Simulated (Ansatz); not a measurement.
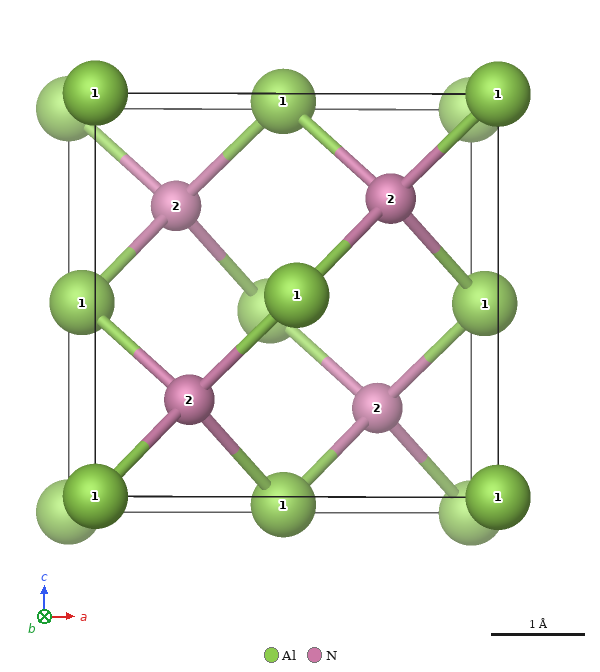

Reference structure: a symmetric starting cell of AlN. A ball-and-stick model of the conventional cell (4 times the calculation's cell), seen from a free direction. Lengths and directions refer to the drawn axes.

These are results of Ansatz, DFT PBEsol, scalar-relativistic, plane waves, PAW, not measurements. Settings: plane-wave cutoff 420 eV; k-point mesh 10 × 10 × 10; occupations gaussian; smearing width 0.02 eV; no spin polarisation.

Now this is done to it. The cell is strained by −4.5 % along [1 −1 −1] and +7.5 % across it (volume +10.2 %) and atoms are displaced by 0.06 Å relative to the cell: Al1 0.06 Å along [1 −1 −1], N2 0.06 Å along [−1 1 1]. No relaxation follows. The starting cell wasn't computed here and needn't be at equilibrium, so pressure and forces aren't due to the change alone.

Predict the response.

The pressure is −4.2 GPa (not all of it need come from the change, since the unchanged cell can be under pressure at this level too). The principal stresses (compression positive) are 42.8 GPa along [1 −1 −1] and −27.7 GPa across it. The largest forces, 4.3 eV/Å, act on Al1 and N2; on Al1 it points along [−1 1 1]. The forces point straight back along the displacements (cosine −1.00). Near-neighbour distances before and after: Al–N 1.891 → 1.691 to 2.046 Å. The space group (tolerance 0.01 Å) goes from F-43m (No. 216) to R3m (No. 160).

Drawn alike, the variant:

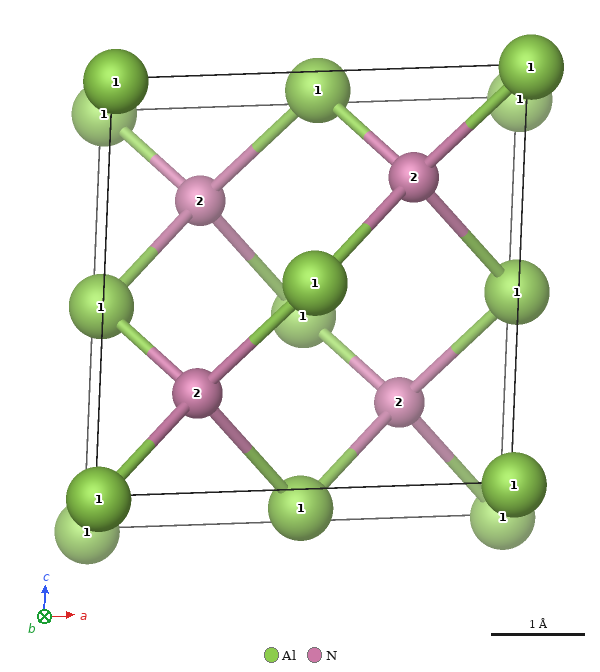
